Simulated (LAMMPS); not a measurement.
CdS: single-point calculation

CdS (2 atoms in the cell), computed with classical potential CdTeZnSeHgS0.sw (style sw) (LAMMPS 22 Jul 2025 update 4).

The structure was built on a prototype by a generator. It belongs to a series of runs on one base structure; here: own cell.

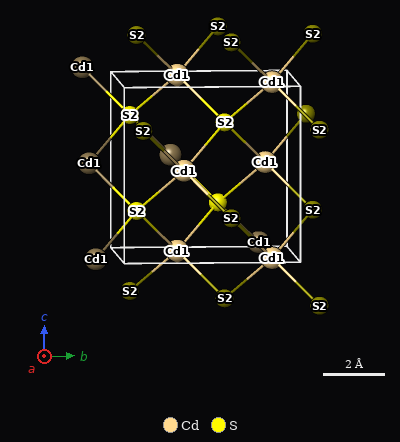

**Figure 1.** The structure (ball-and-stick view of the cell 4 times as large as that of the calculation, set on its symmetry axes, seen at an oblique angle; neighbours outside the cell are drawn fainter; atoms are numbered from 1 in the order of the input). Near neighbours in the crystal (not all of them lie inside the picture): Cd has 4 S at 2.53 Å; S has 4 Cd at 2.53 Å.

## The input
```
units metal
boundary p p p
atom_style atomic
read_data data.lmp
pair_style sw
pair_coeff * * CdTeZnSeHgS0.sw Cd S
thermo_style custom step pe press pxx pyy pzz pyz pxz pxy vol fmax
thermo_modify format float %.8f
dump 1 all custom 1 dump.lmp id type x y z fx fy fz
dump_modify 1 sort id format float %.8f
run 0
```

## File data.lmp
```
crystal

2 atoms
2 atom types

0.0 4.12596795 xlo xhi
0.0 4.12596793 ylo yhi
0.0 2.91749991 zlo zhi
0.00000004 2.06298401 2.06298398 xy xz yz

Masses

1 112.4140
2 32.0600

Atoms

1 1 0.38088425 3.21704078 0.11555520
2 2 2.44386821 3.21704080 1.57430518
```

Hardware: 1 thread of Arm Neoverse V2, 24 GiB of memory available, shared host.

Run as:
```bash
lmp -in in.lmp -log none -nocite
```

## The program's output
```
using 1 OpenMP thread(s) per MPI task
Reading data file ...
  triclinic box = (0 0 0) to (4.1259679 4.1259679 2.9174999) with tilt (4e-08 2.062984 2.062984)
WARNING: Triclinic box skew is large. LAMMPS will run inefficiently. (src/src/domain.cpp:221)
  1 by 1 by 1 MPI processor grid
  reading atoms ...
  2 atoms
  read_data CPU = 0.000 seconds
WARNING: No fixes with time integration, atoms won't move
Neighbor list info ...
  max neighbors/atom: 2000, page size: 100000
  master list distance cutoff = 6.1462806
  ghost atom cutoff = 6.1462806
  binsize = 3.0731403, bins = 3 3 1
  1 neighbor lists, perpetual/occasional/extra = 1 0 0
  (1) pair sw, perpetual
      attributes: full, newton on
      pair build: full/bin/atomonly
      stencil: full/bin/3d
      bin: standard
Setting up Verlet run ...
  Unit style    : metal
  Current step  : 0
  Time step     : 0.001
Per MPI rank memory allocation (min/avg/max) = 3.095 | 3.095 | 3.095 Mbytes
   Step         PotEng         Press           Pxx            Pyy            Pzz            Pyz            Pxz            Pxy           Volume          Fmax
         0  -5.52600637 -0.00909234 -0.02015404 0.00207691 -0.00919989 0.00034726 0.00345800 -0.00341704 49.66638485 0.00000038
Loop time of 1.642e-06 on 1 procs for 0 steps with 2 atoms

60.9% CPU use with 1 MPI tasks x 1 OpenMP threads

MPI task timing breakdown:
Section |  min time  |  avg time  |  max time  |%varavg| %total
---------------------------------------------------------------
Pair    | 0          | 0          | 0          |   0.0 |  0.00
Neigh   | 0          | 0          | 0          |   0.0 |  0.00
Comm    | 0          | 0          | 0          |   0.0 |  0.00
Output  | 0          | 0          | 0          |   0.0 |  0.00
Modify  | 0          | 0          | 0          |   0.0 |  0.00
Other   |            | 1.642e-06  |            |       |100.00

Nlocal:              2 ave           2 max           2 min
Histogram: 1 0 0 0 0 0 0 0 0 0
Nghost:            243 ave         243 max         243 min
Histogram: 1 0 0 0 0 0 0 0 0 0
Neighs:              0 ave           0 max           0 min
Histogram: 1 0 0 0 0 0 0 0 0 0
FullNghs:           68 ave          68 max          68 min
Histogram: 1 0 0 0 0 0 0 0 0 0

Total # of neighbors = 68
Ave neighs/atom = 34
Neighbor list builds = 0
Dangerous builds = 0
```

## Results in brief

```csv
quantity,value
outcome,converged
space group (tolerance 0.01 Å),F-43m (216)
potential energy,−5.5260 eV
pressure,0.00 GPa
largest force (length of the vector),under 0.001 eV/Å
peak memory,0.029 GiB
```
